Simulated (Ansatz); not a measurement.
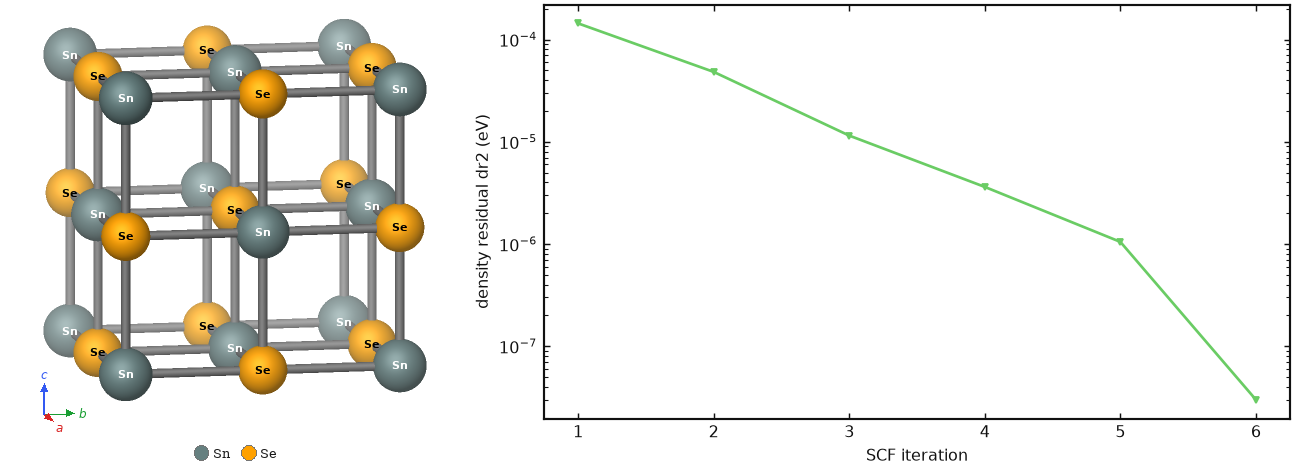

Beside the plot: the structure in its conventional cell.

The plot shows the SCF iterations of a calculation: density residual dr2. The starting density is a sum of atomic densities corrected by a trained network, so the first residual is already small.

SnSe (2 atoms in the cell), run with Ansatz.

```
crystal:
  lattice:
    - [0.0, 3.030534968, 3.030534968]
    - [3.030534968, 0.0, 3.030534968]
    - [3.030534968, 3.030534968, 0.0]
  atoms:
    - { symbol: Sn, position: [0.0, 0.0, 0.0] }
    - { symbol: Se, position: [0.5, 0.5, 0.5] }
basis:
  ecutwfc: 420
  ecutrho_ratio: 4
kpoints:
  mp_grid: { grid: [10, 10, 10] }
hamiltonian:
  xc: pbe
scf:
  occupations: { method: fixed }
  max_iter: 80
output:
  forces: true
  stress: true
```

Run as:
```bash
ansatz run input.yaml --threads 4 --pin off --max-ram 7168MiB --backend cpu --events-out ev --progress --plain --runs-dir out
```

Was self-consistency reached?

Answer. It converged, after 6 iterations. The residual falls at every step.

Is anything amiss with this input?

Answer. The input holds an odd setting (fixed occupations whatever the gap), but it does no harm here: the energy lies within 1 meV per atom of a run with usual settings.
